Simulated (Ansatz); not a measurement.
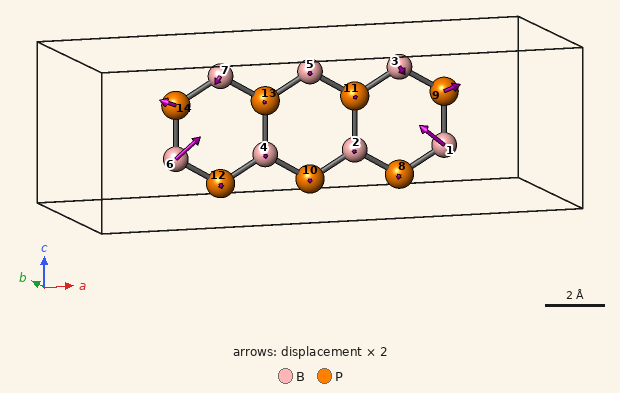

A relaxation of a wire of composition BP. The starting structure is drawn; purple arrows show the displacements (the part carried along by the change of the cell is left out), 2 times their true length.

The picture is a ball-and-stick view of the cell of the calculation, with the vacuum cut short, seen slightly off an axis.

Case: armchair ribbon, 7 formula units a period.

The calculation used DFT PBE, scalar-relativistic, plane waves, PAW (Ansatz 0.2.0).

The input:
```yaml
crystal:
  lattice:
    - [18.6, 0.0, 0.0]
    - [0.0, 9.3, 0.0]
    - [0.0, 0.0, 5.5668051212]
  atoms:
    - { symbol: B, position: [0.7591932609, 0.5, 0.3333333333] }
    - { symbol: B, position: [0.5863977536, 0.5, 0.3333333333] }
    - { symbol: B, position: [0.6727955073, 0.5, 0.8333333333] }
    - { symbol: B, position: [0.4136022464, 0.5, 0.3333333333] }
    - { symbol: B, position: [0.5, 0.5, 0.8333333333] }
    - { symbol: B, position: [0.2408067391, 0.5, 0.3333333333] }
    - { symbol: B, position: [0.3272044927, 0.5, 0.8333333333] }
    - { symbol: P, position: [0.6727955073, 0.5, 0.1666666667] }
    - { symbol: P, position: [0.7591932609, 0.5, 0.6666666667] }
    - { symbol: P, position: [0.5, 0.5, 0.1666666667] }
    - { symbol: P, position: [0.5863977536, 0.5, 0.6666666667] }
    - { symbol: P, position: [0.3272044927, 0.5, 0.1666666667] }
    - { symbol: P, position: [0.4136022464, 0.5, 0.6666666667] }
    - { symbol: P, position: [0.2408067391, 0.5, 0.6666666667] }
basis:
  ecutwfc: 420
kpoints:
  mp_grid: { grid: [1, 1, 6] }
hamiltonian:
  xc: pbe
scf:
  occupations: { method: gaussian, width: 0.05 }
output:
  forces: true
  stress: true
  eigenvalues: true
  populations: true
  write_density: true
  write_potential: true
  elf: true
  volumetric_format: npy
relax:
  adjacent_minimum: "off"
  f_tol: 0.02
  max_steps: 45
  cell: { fix: [a, b, alpha, beta, gamma], stress_tol: 0.03 }
```

Run as
```bash
ansatz run input.yaml --threads 4 --pin off --max-ram 11264MiB --backend cpu --events-out ev --progress --plain --runs-dir out
```

Atoms of which element are displaced furthest, and by how much?

Answer. Boron: up to 0.59 Å, against 0.33 Å for phosphorus.

What happened in the run?

Answer. After 7 accepted moves (8 points after the start) the energy has fallen by 2.539 eV per cell of the calculation. Largest force component: 2.6 eV/Å at the start, 0.017 eV/Å at the end. At 1 point the geometry stayed and the basis and grid were re-selected for the new cell (energy shift of 1.1 meV per cell of the calculation at most each time). The largest moves relative to the centre of the atoms, 0.59 Å, are those of B1 and B6. Largest moves by element: B 0.59 Å, P 0.33 Å. Along the periodic axis the drawn cell goes c 5.567 → 5.509 Å (−1.0 %). Near-neighbour distances that change, for instance: B1–P9 1.856 → 1.749 Å, B3–P9 1.856 → 1.918 Å, B3–P8 1.856 → 1.893 Å, B1–P8 1.856 → 1.822 Å. Bond angles that change, for instance: P8–B1–P9 120.0° → 165.5°, B6–P14–B7 120.0° → 84.2°, B4–P12–B6 120.0° → 99.9°. The run took 60 s on 4 threads of AMD EPYC 7R43 64-Core Processor (Zen 3), on a shared host, peak memory 1.2 GiB.
